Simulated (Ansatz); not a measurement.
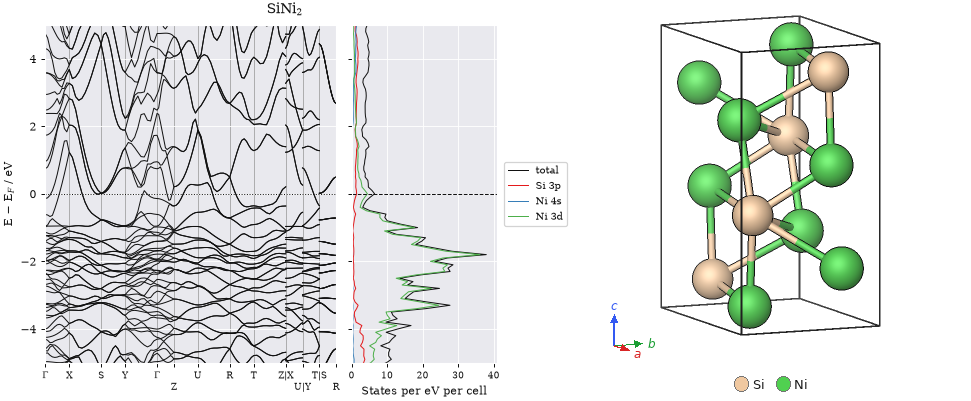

Band structure and density of states, beside the structure. Energies are counted from the Fermi level. The partial curves are projected on Löwdin-orthogonalised atomic shells.

Structure: SiNi2, space group Pnma (No. 62), 12 atoms in the cell.

Method: DFT PBEsol, scalar-relativistic, plane waves, PAW, no spin polarisation, 8×10×6 k mesh (Ansatz).

### Does this material conduct, going by its bands?

A metal: bands cross the Fermi level along this path.

### Where is the tallest peak in the window, and which states make it?

The tallest peak in the window is at −1.8 eV; by projected weight it is Ni 3d almost alone.

### Where is the centre of the Ni 3d band?

Over the range shown, the centre of the Ni 3d weight lies 2.0 eV below the Fermi level, and about 90 % of the shell is filled.

### Which levels at Z lie nearest to the Fermi level?

At Z the nearest levels lie 0.36 eV below and 0.21 eV above the Fermi level.

The run has no spin polarisation, so a magnetic state may lie lower.
